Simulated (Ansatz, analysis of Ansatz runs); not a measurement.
## Reproducing a measured local vibrational mode: Al-H pair in Si

Subject: Al-H pair in Si. Wanted: its local vibrational mode, in one set-up (PBE, 64-site cell, PBE lattice, 420 eV, k: the single point 1/4 1/4 1/4). The model is a cell of 64 host atoms with Al put on another atom's site and H put in between. The frequencies come from force constants among the defect atom and its neighbours, with the masses of the isotopes named. A local or semilocal functional is the cheapest first rung.

What was measured. Si-H stretch, 1H: 2201 cm⁻¹, by IR absorption (quoted in “Local vibrational modes of impurities in silicon”, 2008, M.D. McCluskey, quoting earlier work (1987)). The calculation is set beside it at the end.

Program: Ansatz 0.2.0. Level of theory: plane-wave PAW DFT, PBE; relaxation of all atoms of a defect supercell. Results are calculated unless marked as measured.

### Step 1. Starting point

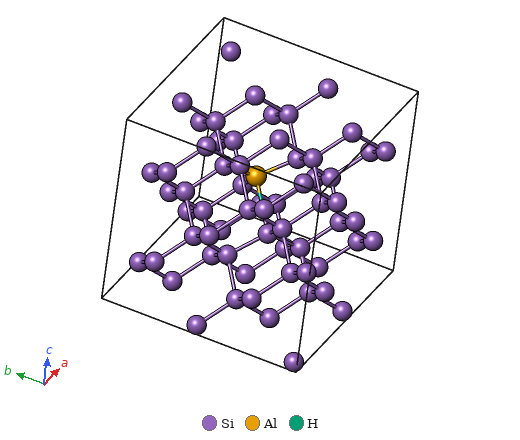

The cell as given, from a free direction (silicon purple, aluminium orange, hydrogen teal). Bonds to atoms that aren't drawn are left out. H lies hidden behind other atoms in this view.

The cell holds 65 atoms: 63 Si, 1 Al and 1 H. Cell: a = 10.940 Å, b = 10.940 Å, c = 10.940 Å, α = 90.0°, β = 90.0°, γ = 90.0°. It derives from Si (space group Fd-3m). Nearest the centre at fractional (0.346, 0.346, 0.346): H65 at 0.55 Å, Al8 at 1.00 Å, Si4 at 2.06 Å, Si49 at 2.61 Å, Si42 at 2.61 Å, Si27 at 2.61 Å, Si5 at 3.43 Å, Si6 at 3.43 Å.

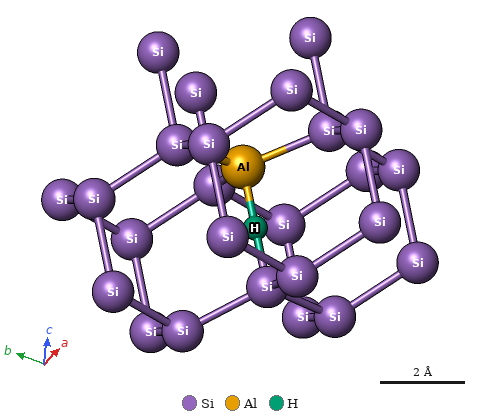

The atoms within 5 Å of the centre.

The host's primitive cell comes from a first run (plane-wave PAW DFT, PBE; relaxation of the host's cell and atoms): vectors of 3.868, 3.868 and 3.868 Å. That is 20.46 Å³ an atom, 2.2 % over the diffraction cell's volume. The supercell is built on it.

### Step 2. Relaxation, charge 0

Every later number rests on the structure around the defect, so the atoms are relaxed at the host's lattice first.

File relax/input.yaml:

```yaml
relax:
  f_tol: 0.01
  max_steps: 80
  random_displacement: { amplitude: 0.02, seed: 733 }
crystal:
  lattice:
    - [10.93956648, 0.0, 0.0]
    - [0.0, 10.93956648, 0.0]
    - [0.0, 0.0, 10.93956648]
  atoms:
    - { symbol: Si, position: [0.0, 0.0, 0.25] }
    - { symbol: Si, position: [0.0, 0.25, 0.0] }
    - { symbol: Si, position: [0.25, 0.0, 0.0] }
    - { symbol: Si, position: [0.236809349, 0.236809349, 0.236809349] }
    - { symbol: Si, position: [0.125, 0.125, 0.375] }
    - { symbol: Si, position: [0.125, 0.375, 0.125] }
    - { symbol: Si, position: [0.375, 0.125, 0.125] }
    - { symbol: Al, position: [0.398748656, 0.398748656, 0.398748656] }
    - { symbol: Si, position: [0.0, 0.0, 0.75] }
    - { symbol: Si, position: [0.0, 0.25, 0.5] }
    - { symbol: Si, position: [0.25, 0.0, 0.5] }
    - { symbol: Si, position: [0.25, 0.25, 0.75] }
    - { symbol: Si, position: [0.125, 0.125, 0.875] }
    - { symbol: Si, position: [0.125, 0.375, 0.625] }
    - { symbol: Si, position: [0.375, 0.125, 0.625] }
    - { symbol: Si, position: [0.375, 0.375, 0.875] }
    - { symbol: Si, position: [0.0, 0.5, 0.25] }
    - { symbol: Si, position: [0.0, 0.75, 0.0] }
    - { symbol: Si, position: [0.25, 0.5, 0.0] }
    - { symbol: Si, position: [0.25, 0.75, 0.25] }
    - { symbol: Si, position: [0.125, 0.625, 0.375] }
    - { symbol: Si, position: [0.125, 0.875, 0.125] }
    - { symbol: Si, position: [0.375, 0.625, 0.125] }
    - { symbol: Si, position: [0.375, 0.875, 0.375] }
    - { symbol: Si, position: [0.0, 0.5, 0.75] }
    - { symbol: Si, position: [0.0, 0.75, 0.5] }
    - { symbol: Si, position: [0.25, 0.5, 0.5] }
    - { symbol: Si, position: [0.25, 0.75, 0.75] }
    - { symbol: Si, position: [0.125, 0.625, 0.875] }
    - { symbol: Si, position: [0.125, 0.875, 0.625] }
    - { symbol: Si, position: [0.375, 0.625, 0.625] }
    - { symbol: Si, position: [0.375, 0.875, 0.875] }
    - { symbol: Si, position: [0.5, 0.0, 0.25] }
    - { symbol: Si, position: [0.5, 0.25, 0.0] }
    - { symbol: Si, position: [0.75, 0.0, 0.0] }
    - { symbol: Si, position: [0.75, 0.25, 0.25] }
    - { symbol: Si, position: [0.625, 0.125, 0.375] }
    - { symbol: Si, position: [0.625, 0.375, 0.125] }
    - { symbol: Si, position: [0.875, 0.125, 0.125] }
    - { symbol: Si, position: [0.875, 0.375, 0.375] }
    - { symbol: Si, position: [0.5, 0.0, 0.75] }
    - { symbol: Si, position: [0.5, 0.25, 0.5] }
    - { symbol: Si, position: [0.75, 0.0, 0.5] }
    - { symbol: Si, position: [0.75, 0.25, 0.75] }
    - { symbol: Si, position: [0.625, 0.125, 0.875] }
    - { symbol: Si, position: [0.625, 0.375, 0.625] }
    - { symbol: Si, position: [0.875, 0.125, 0.625] }
    - { symbol: Si, position: [0.875, 0.375, 0.875] }
    - { symbol: Si, position: [0.5, 0.5, 0.25] }
    - { symbol: Si, position: [0.5, 0.75, 0.0] }
    - { symbol: Si, position: [0.75, 0.5, 0.0] }
    - { symbol: Si, position: [0.75, 0.75, 0.25] }
    - { symbol: Si, position: [0.625, 0.625, 0.375] }
    - { symbol: Si, position: [0.625, 0.875, 0.125] }
    - { symbol: Si, position: [0.875, 0.625, 0.125] }
    - { symbol: Si, position: [0.875, 0.875, 0.375] }
    - { symbol: Si, position: [0.5, 0.5, 0.75] }
    - { symbol: Si, position: [0.5, 0.75, 0.5] }
    - { symbol: Si, position: [0.75, 0.5, 0.5] }
    - { symbol: Si, position: [0.75, 0.75, 0.75] }
    - { symbol: Si, position: [0.625, 0.625, 0.875] }
    - { symbol: Si, position: [0.625, 0.875, 0.625] }
    - { symbol: Si, position: [0.875, 0.625, 0.625] }
    - { symbol: Si, position: [0.875, 0.875, 0.875] }
    - { symbol: H, position: [0.316442, 0.316442, 0.316442] }
basis:
  ecutwfc: 420
  xc_grid: 2
hamiltonian:
  xc: pbe
kpoints:
  mp_grid: { grid: [1, 1, 1], shift: [0.25, 0.25, 0.25] }
scf:
  occupations: { method: fermi_dirac, width: 0.01 }
  max_iter: 120
output:
  forces: true
checkpoint:
  write: "../relax.run"
  compress: false
  write_wavefunctions: true
  write_every: 100000
```

Run with:

```
> ansatz run input.yaml --threads 2 --pin off --max-ram 4710MiB --backend cpu --events-out ev --progress --plain --runs-dir out
```

Numbers of over 12 decimals in the logs are rounded to 6 here.

Output:

```text
[... repeated set-up lines and file paths are left out, and long positions are rounded to six places ...]
Engine: ansatz 0.2.0, aarch64-unknown-linux-gnu
Pseudopotentials: kind: paw
Pseudopotential: Si, paw, valence charge 4, recommended cutoff 420 eV (normal), Si.paw.azcp
Pseudopotential: Al, paw, valence charge 3, recommended cutoff 420 eV (normal), Al.paw.azcp
Pseudopotential: H, paw, valence charge 1, recommended cutoff 420 eV (normal), H.paw.azcp
Functional definition: PBE
  parameter kappa = 0.804
  parameter beta = 0.066725
  exchange = pbe_x(kappa = kappa, mu = beta*pi^2/3)
  correlation = pbe_c(beta = beta)
Crystal: 65 atoms, lattice volume = 1309.183 Å³
Basis set: ecut = 420 eV, 25677 PW (Γ), exchange–correlation on 150×150×150 points (8 copies of the dense FFT grid, shifted against one another)
Bands: 193, of which v1, the nominal top of the filled ones, is band 128 counted from 1 (127 counted from 0)
Symmetry: 1 space group operations
k-points: 1
Non-local potential: Si, projectors of the file, l = 0: 2, l = 1: 2, l = 2: 2
Non-local potential: Al, projectors of the file, l = 0: 2, l = 1: 2, l = 2: 1
Non-local potential: H, projectors of the file, l = 0: 2, l = 1: 1
PAW form: soft (Blöchl's): semilocal exchange-correlation on the pseudo side does not see the compensation charge
PAW one-centre angular grid: Si, 110 points (default); XC on 64 Gauss nodes
PAW one-centre angular grid: Al, 110 points (default); XC on 64 Gauss nodes
PAW one-centre angular grid: H, 110 points (default); XC on 64 Gauss nodes
Initial density: superposition of atomic densities (neutral atoms: chi_scale 0, normalization atom), corrected by the library's trained network
Initial wavefunctions: pseudopotential atomic-orbital guess
Functional: x = pbe(κ = 0.804, μ = 0.219515), c = pbe(β = 0.066725)
SCF iter   1: F=—  HF=-40607.348110 eV  |F-HF|=—  |Δ(HF+E_count)|=         —  Δρ=2.78e-3  dr2=1.12e-1  ethr=1.77e-3  ⟨swp⟩=6.0  Hψ=888  notcnv=0  defer=43
preconditioner: auto → Resta (q_TF=auto, 2.079 Å⁻¹)  ε∞=5.4  [insulator: Δε(μ)=1.100 eV  Ē_g=7.808 eV  σ=0.010 eV  W_gap=1.00  n_scr=202 (ndim 8)  ℏωp=16.4 eV  f_vac=0.000  D(μ)=0.00/eV (n_scr^D=0)  ε∞_Penn≈5.4]
SCF iter   2: F=—  HF=-40607.344941 eV  |F-HF|=—  |Δ(HF+E_count)|=   3.17e-3  Δρ=1.59e-3  dr2=2.93e-2  ethr=4.38e-5  ⟨swp⟩=2.0  Hψ=224  notcnv=0  defer=58
SCF iter   3: F=—  HF=-40607.345108 eV  |F-HF|=—  |Δ(HF+E_count)|=   1.67e-4  Δρ=2.53e-4  dr2=1.39e-3  ethr=1.14e-5  ⟨swp⟩=3.0  Hψ=238  notcnv=0  defer=58
SCF iter   4: F=—  HF=-40607.344638 eV  |F-HF|=—  |Δ(HF+E_count)|=   4.69e-4  Δρ=6.00e-5  dr2=7.39e-5  ethr=5.43e-7  ⟨swp⟩=2.0  Hψ=194  notcnv=0  defer=58
SCF iter   5: F=—  HF=-40607.344693 eV  |F-HF|=—  |Δ(HF+E_count)|=   5.47e-5  Δρ=1.71e-5  dr2=8.48e-6  ethr=2.89e-8  ⟨swp⟩=2.0  Hψ=252  notcnv=0  defer=58
SCF iter   6: F=-40607.344697 eV  HF=-40607.344697 eV  |F-HF|=1.14e-7  |Δ(HF+E_count)|=   3.78e-6  Δρ=3.79e-6  dr2=2.51e-7  ethr=9.77e-10  ⟨swp⟩=4.0  Hψ=527  notcnv=0
SCF 1 converged in 6 iterations: F = -40607.344697 eV  dr2 = 2.51e-7
  greatest PAW one-centre occupation: 0.646 electrons in one spin orbital (limit 2), on the Si atom at site 3 (counted from 0), in its partial waves of l = 0
relax step   1: F+E_penalty+E_count = -40607.34469691 eV  Δ(F+E_penalty+E_count) = +0.000e0 eV  max|allowed force component| = 1.331e0 eV/Å  Δτ_max = 0.0000 Å  (6 SCF iters, dr2 threshold 2.50e-6 eV, accepted)
[... the SCF cycles and remarks between the steps are left out from here to the last step ...]
relax step   2: F+E_penalty+E_count = -40607.96248975 eV  Δ(F+E_penalty+E_count) = -6.178e-1 eV  max|allowed force component| = 2.636e-1 eV/Å  Δτ_max = 0.1057 Å  (5 SCF iters, dr2 threshold 1.00e-4 eV, accepted)
relax step   3: F+E_penalty+E_count = -40608.00336028 eV  Δ(F+E_penalty+E_count) = -4.087e-2 eV  max|allowed force component| = 7.487e-2 eV/Å  Δτ_max = 0.0271 Å  (5 SCF iters, dr2 threshold 4.34e-6 eV, accepted)
relax step   4: F+E_penalty+E_count = -40608.00501343 eV  Δ(F+E_penalty+E_count) = -1.653e-3 eV  max|allowed force component| = 2.344e-2 eV/Å  Δτ_max = 0.0161 Å  (4 SCF iters, dr2 threshold 3.50e-7 eV, accepted)
relax step   5: F+E_penalty+E_count = -40608.00525877 eV  Δ(F+E_penalty+E_count) = -2.453e-4 eV  max|allowed force component| = 9.035e-3 eV/Å  Δτ_max = 0.0094 Å  (4 SCF iters, accepted)
relax step   6: F+E_penalty+E_count = -40608.00528672 eV  Δ(F+E_penalty+E_count) = -2.796e-5 eV  max|allowed force component| = 4.633e-3 eV/Å  Δτ_max = 0.0022 Å  (3 SCF iters, accepted)
relax step   7: F+E_penalty+E_count = -40608.00533137 eV  Δ(F+E_penalty+E_count) = -4.464e-5 eV  max|allowed force component| = 9.787e-3 eV/Å  Δτ_max = 0.0070 Å  (4 SCF iters, accepted)
relax step   8: F+E_penalty+E_count = -40608.00824824 eV  Δ(F+E_penalty+E_count) = -2.917e-3 eV  max|allowed force component| = 8.565e-2 eV/Å  Δτ_max = 0.1959 Å  (7 SCF iters, accepted)
relax step   9: F+E_penalty+E_count = -40608.01053689 eV  Δ(F+E_penalty+E_count) = -2.289e-3 eV  max|allowed force component| = 1.752e-1 eV/Å  Δτ_max = 0.1945 Å  (5 SCF iters, dr2 threshold 7.34e-6 eV, accepted)
relax step  10: F+E_penalty+E_count = -40607.97051536 eV  Δ(F+E_penalty+E_count) = +4.002e-2 eV  max|allowed force component| = 3.717e-1 eV/Å  Δτ_max = 0.2000 Å  (5 SCF iters, dr2 threshold 3.07e-5 eV, rejected (line search))
relax step  11: F+E_penalty+E_count = -40608.02943845 eV  Δ(F+E_penalty+E_count) = -1.890e-2 eV  max|allowed force component| = 2.602e-2 eV/Å  Δτ_max = 0.0976 Å  (7 SCF iters, accepted)
relax step  12: F+E_penalty+E_count = -40608.03327481 eV  Δ(F+E_penalty+E_count) = -3.836e-3 eV  max|allowed force component| = 3.781e-2 eV/Å  Δτ_max = 0.0980 Å  (6 SCF iters, accepted)
relax step  13: F+E_penalty+E_count = -40608.03650118 eV  Δ(F+E_penalty+E_count) = -3.226e-3 eV  max|allowed force component| = 5.740e-2 eV/Å  Δτ_max = 0.1436 Å  (6 SCF iters, accepted)
relax step  14: F+E_penalty+E_count = -40608.03914596 eV  Δ(F+E_penalty+E_count) = -2.645e-3 eV  max|allowed force component| = 6.787e-2 eV/Å  Δτ_max = 0.1262 Å  (5 SCF iters, dr2 threshold 3.29e-6 eV, accepted)
relax step  15: F+E_penalty+E_count = -40608.04110729 eV  Δ(F+E_penalty+E_count) = -1.961e-3 eV  max|allowed force component| = 2.429e-2 eV/Å  Δτ_max = 0.0423 Å  (4 SCF iters, dr2 threshold 4.61e-6 eV, accepted)
SCF iter   1: F=—  HF=-40608.042000 eV  |F-HF|=—  |Δ(HF+E_count)|=         —  Δρ=2.01e-4  dr2=3.76e-4  ethr=1.36e-6  ⟨swp⟩=5.0  Hψ=450  notcnv=0  defer=58
SCF iter   2: F=—  HF=-40608.041983 eV  |F-HF|=—  |Δ(HF+E_count)|=   1.72e-5  Δρ=1.10e-4  dr2=1.06e-4  ethr=1.47e-7  ⟨swp⟩=1.0  Hψ=222  notcnv=0  defer=58
SCF iter   3: F=—  HF=-40608.041986 eV  |F-HF|=—  |Δ(HF+E_count)|=   3.66e-6  Δρ=8.71e-6  dr2=1.11e-6  ethr=4.14e-8  ⟨swp⟩=2.0  Hψ=252  notcnv=0  defer=58
SCF iter   4: F=—  HF=-40608.041263 eV  |F-HF|=—  |Δ(HF+E_count)|=   7.24e-4  Δρ=3.01e-6  dr2=1.52e-7  ethr=3.91e-11  ⟨swp⟩=5.0  Hψ=655  notcnv=0
SCF iter   5: F=-40608.041263 eV  HF=-40608.041263 eV  |F-HF|=1.38e-9  |Δ(HF+E_count)|=   5.92e-8  Δρ=7.75e-7  dr2=1.86e-8  ethr=3.91e-11  ⟨swp⟩=4.0  Hψ=513  notcnv=0
SCF 16 converged in 5 iterations: F = -40608.041263 eV  dr2 = 1.86e-8
relax step  16: F+E_penalty+E_count = -40608.04126273 eV  Δ(F+E_penalty+E_count) = -1.554e-4 eV  max|allowed force component| = 8.322e-3 eV/Å  Δτ_max = 0.0131 Å  (5 SCF iters, accepted)
NSCF: frozen V_eff on 1 k-points
the band table was solved once a step of the walk had ended and its energy, with any forces and stress, was formed, with the checks that follow a solve (1008 applications of the Hamiltonian). They found nothing against the state; [...]
SCF converged after 5 iterations
Free energy (F): -40608.041263 eV
Harris-Foulkes:  -40608.041263 eV  (|F-HF|=1.38e-9)
Internal energy: -40608.041263 eV  (E = F + TS)
E sigma→0 (E₀):  -40608.041263 eV
Fermi energy:    6.337917 eV
--- Per-component energies (eV) ---
  E_band       = 256.436414
  E_kinetic    = 2568.331748
  E_local      = -1804.720021  (includes V_loc(G=0)·N_el)
  E_nonlocal   = 1645.458761
  E_hartree    = 493.019372
  E_xc         = -3520.148748
  E_vxc        = -2978.216095  (∫ρ·V_xc dr)
  E_paw        = -32773.303604  (= ΣΔE_a)
  E_vpaw       = -160.455718  (= ΣTr[D̂ρ^β])
  E_aug_tail   = -0.000880  (compensation charges beyond the density's cutoff)
  E_ewald      = -7216.677891
  E_smearing   = -0.000000  (= −TS)
  E_closure    = -0.000000  (closes the sum)
  Σ components = -40608.041263   (vs F -40608.041263, Δ=0.00e0)
--- Forces (eV/Å), atoms counted from 1 ---
  atom   1  Si    -0.00466939    -0.00129061     0.00727525
  atom   2  Si    -0.00013218     0.00226343    -0.00007663
  [... 1 atom left out ...]
  atom   4  Si     0.00296137     0.00626263     0.00245786
  atom   5  Si    -0.00098440    -0.00194600    -0.00330607
  atom   6  Si     0.00226067     0.00217335    -0.00150245
  atom   7  Si    -0.00261756    -0.00158312     0.00024944
  atom   8  Al    -0.00055916     0.00094519     0.00400264
  [... 14 atoms left out ...]
  atom  23  Si     0.00191911     0.00158873    -0.00211087
  [... 3 atoms left out ...]
  atom  27  Si     0.00646478    -0.00626557    -0.00475405
  [... 14 atoms left out ...]
  atom  42  Si    -0.00209226     0.00832232    -0.00401872
  [... 6 atoms left out ...]
  atom  49  Si    -0.00799774    -0.00794662     0.00122940
  [... 15 atoms left out ...]
  atom  65  H     -0.00233100    -0.00517452    -0.00337646
  max |Σ_I F_I| component: 1.31e-5 eV/Å
--- Band table (eV) ---
  k-point 0: bands = ["-5.6325", "-5.1127", "-5.1087", "-5.0913", [... 185 left out ...] "10.1052", "10.1474", "10.1960", "10.2495"]
--- Relaxed structure (16 steps of the walk, 15 accepted, 0 SCFs on fresh bases) ---
  F+E_penalty+E_count = -40608.04126273 eV   max|allowed force component| = 8.322e-3 eV/Å
  atoms:
    - { symbol: Si, position: [-0.002433, -0.003774, 0.248677] }
    - { symbol: Si, position: [-0.002597, 0.248536, -0.003775] }
    [... 1 atom left out ...]
    - { symbol: Si, position: [0.233937, 0.235956, 0.236121] }
    - { symbol: Si, position: [0.120123, 0.118662, 0.375227] }
    - { symbol: Si, position: [0.119987, 0.374904, 0.118682] }
    - { symbol: Si, position: [0.381315, 0.125780, 0.125877] }
    - { symbol: Al, position: [0.398753, 0.391675, 0.391808] }
    [... 14 atoms left out ...]
    - { symbol: Si, position: [0.375686, 0.626659, 0.122308] }
    [... 3 atoms left out ...]
    - { symbol: Si, position: [0.249147, 0.507078, 0.507149] }
    [... 14 atoms left out ...]
    - { symbol: Si, position: [0.506592, 0.240077, 0.505261] }
    [... 6 atoms left out ...]
    - { symbol: Si, position: [0.506753, 0.505226, 0.240382] }
    [... 15 atoms left out ...]
    - { symbol: H, position: [0.264577, 0.334484, 0.333459] }
```

It took 4.7 min on 2 threads of Arm Neoverse V1, shared host; peak memory 1.6 GiB; 9.2 min of CPU time.

[end of part 1 of 2]

[Logs are printed without paths, hosts, clocks, repeated set-up lines and the standing remarks that a program may print on its own settings, such as how far it seeks lower states.]

[Hosts, paths, dates, database ids (printed as entryN), source tags and the programs' standing remarks are cut or masked in the printed files.]

[For some hosts the program warned that the k-mesh of the response run may be too coarse for force constants and the static dielectric constant; such warnings are not shown here.]
